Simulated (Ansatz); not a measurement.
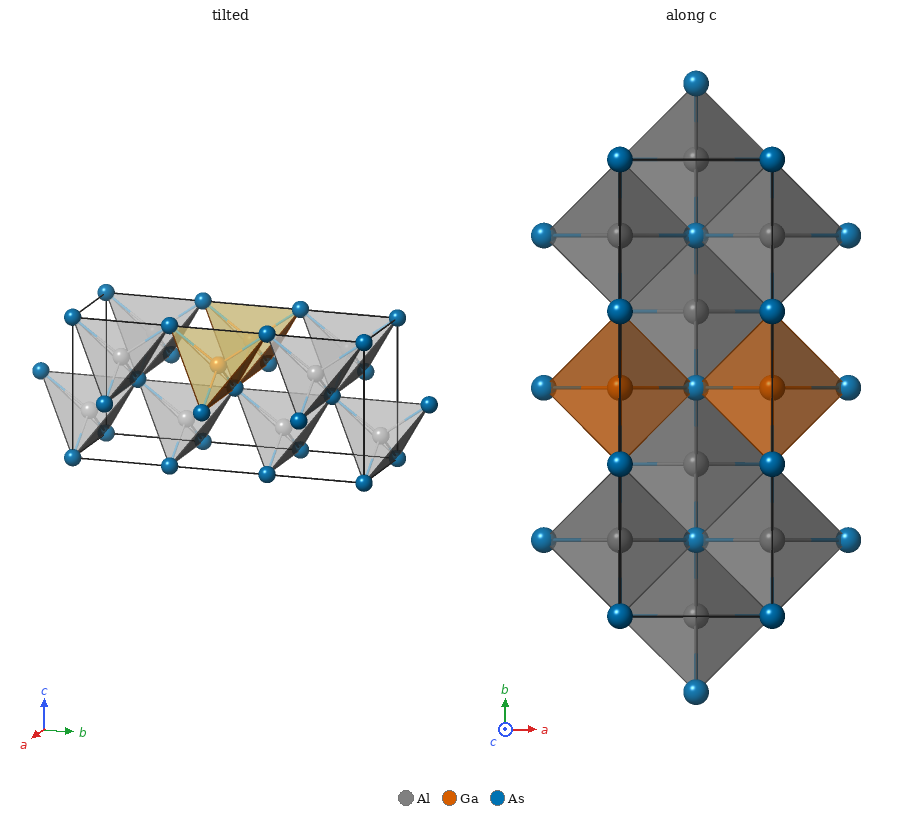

Drawn in the polyhedral manner and seen slightly off an axis and along the c axis. One conventional unit cell is framed, with atoms on its boundary repeated. Some neighbours outside the box are added.

Al$_{5}$GaAs$_{6}$, space group Pmm2 (No. 25), a = 4.05 Å, b = 12.16 Å, c = 5.73 Å, α = 90.00°, β = 90.00°, γ = 90.00°.

Electronic-structure method: DFT PBE, scalar-relativistic, plane waves, PAW in Ansatz 0.2.0. Parameters: wavefunction cutoff 420 eV, k-grid 8×4×6, Gaussian smearing of 0.02 eV, no spin polarisation.

Question: Metal or not?

Answer: A semiconductor at this level, with a gap of 1.43 eV, direct.

Question: Is the cell compressed or stretched against its equilibrium volume?

Answer: The computed pressure is 0.0 GPa, close to zero.

Starting structure: a structure type filled with these elements by a generator (whether the compound takes this form wasn't checked). Earlier steps of the study may have refined or changed the cell and positions. It was the input of a calculation with Ansatz.
